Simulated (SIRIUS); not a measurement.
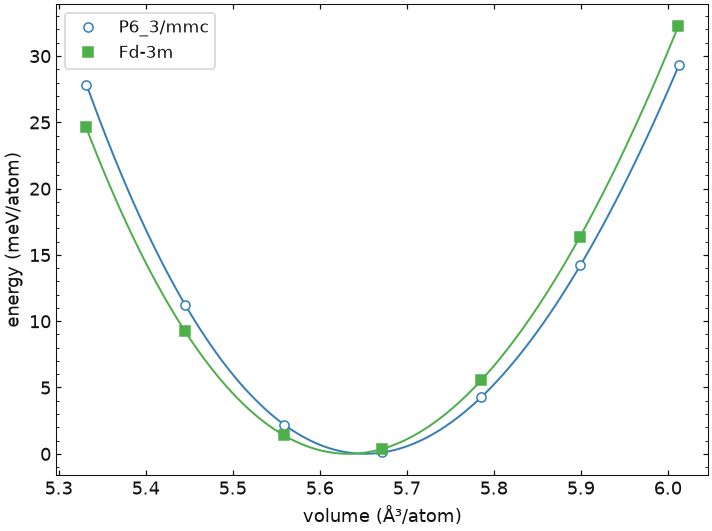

The picture above shows the energy against volume, with one curve for each structure, for C. Each energy curve has its own zero, so the curves don't rank the structures.

Computed with SIRIUS 7.12.0: plane-wave DFT, no spin polarisation; energies at scaled volumes of the given cell, shape and fractions fixed, counted from the fit's minimum, third-order Birch-Murnaghan fit. Level: PBEsol.

occupations Fermi–Dirac; smearing width 0.05 eV; potentials dojo sr pbesol 0.4.1 standard; wave cutoff 1127 eV; density cutoff 4507 eV.

Settings that differ: P6_3/mmc: k mesh 12×12×7; Fd-3m: k mesh 13×13×13.

The numbers behind the figure:

P6_3/mmc:
```tsv
volume (Å³/atom)	energy (meV/atom)
5.3318	27.81
5.4452	11.21
5.5587	2.20
5.6721	0.10
5.7856	4.29
5.8990	14.21
6.0124	29.33
```

Fd-3m:
```tsv
volume (Å³/atom)	energy (meV/atom)
5.3315	24.62
5.4450	9.27
5.5584	1.41
5.6718	0.37
5.7853	5.53
5.8987	16.34
6.0122	32.28
```

Caveats: shape and atomic fractions are frozen while scaling, which makes layered, chain and framework solids too stiff.
